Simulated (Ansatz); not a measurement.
TiAl

The calculation's input:

```
crystal:
  lattice:
    - [3.3129025944, 0.0063263374, 0.06358128]
    - [0.0063263374, 3.3261592913, -0.0063263374]
    - [0.06358128, -0.0063263374, 3.3129025944]
  atoms:
    - { symbol: Ti, position: [0.0194732475, -0.0383130102, -0.0194732475] }
    - { symbol: Al, position: [0.4805267525, 0.5383130102, 0.5194732475] }
basis:
  ecutwfc: 420
kpoints:
  mp_grid: { grid: [12, 12, 12] }
hamiltonian:
  xc: pbe
scf:
  occupations: { method: gaussian, width: 0.1 }
output:
  forces: true
  stress: true
  eigenvalues: true
  populations: true
  write_density: true
  write_potential: true
  elf: true
  volumetric_format: npy
```

Launched as:

```sh
ansatz run input.yaml --threads 1 --pin off --max-ram 1331MiB --backend cpu --events-out ev --progress --plain --runs-dir out
```

Below, planes, directions and counts refer to the conventional cell (a = 4.60 Å, b = 4.78 Å, c = 3.33 Å, α = 90.00°, β = 90.31°, γ = 90.00°).

Space group Cm; a structure from a database of computed crystals, not necessarily the ambient phase; changed on purpose from its base cell (strained and moved within a subgroup); not relaxed (largest force 1.5 eV/Å); computed pressure about −7 GPa in this cell; computed without spin polarisation.

All numbers below come from Ansatz, DFT PBE, scalar-relativistic, plane waves, PAW.

Core electrons are frozen (PAW), and the valence fields are smoothed inside the atomic spheres.

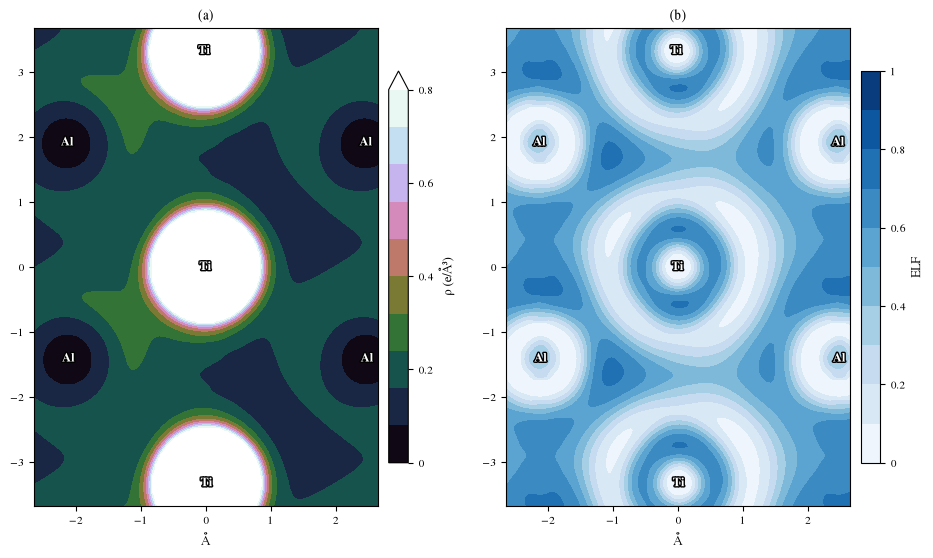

Figure 1. (a) valence charge density (pseudo); (b) electron localisation function on the (010) plane of the conventional cell.

Describe what can be read from this map.

Answer. The section cuts through Ti and Al sites.
Ti–Al (2.54 Å): ρ is about 0.26 e/Å³ halfway; the ELF is about 0.30 at the midpoint; no shared electron pair shows on this line.
Ti–Al (2.86 Å): the density is about 0.18 e/Å³ at the midpoint; the ELF is about 0.30 at the midpoint.
Between the atoms the lowest density in this plane is 0.13 e/Å³.
The features right at Ti lie inside the PAW spheres, where the map follows smoothed inner orbitals and isn't to be read closely.

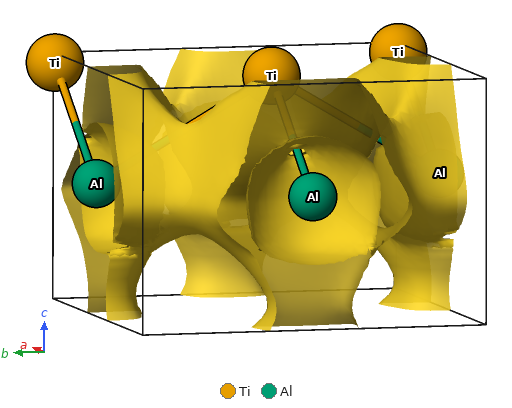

Figure 2. Isosurface of the electron localisation function at 0.55 (yellow), seen at an oblique angle. Core shells and regions of very low density are left out. Sticks mark near contacts.

Identify the bonds, lone pairs and shells in this picture.

Answer. The surface consists of one network that runs through the whole crystal, counted in one cell of 4 atoms. Regions shared between cells count once. Along the contacts the grid gives the following. Ti–Al (2.78 Å): the ELF is about 0.30 at the midpoint.

Does the calculation give a band gap?

Answer. It is gapless in this calculation (a metal or semimetal).
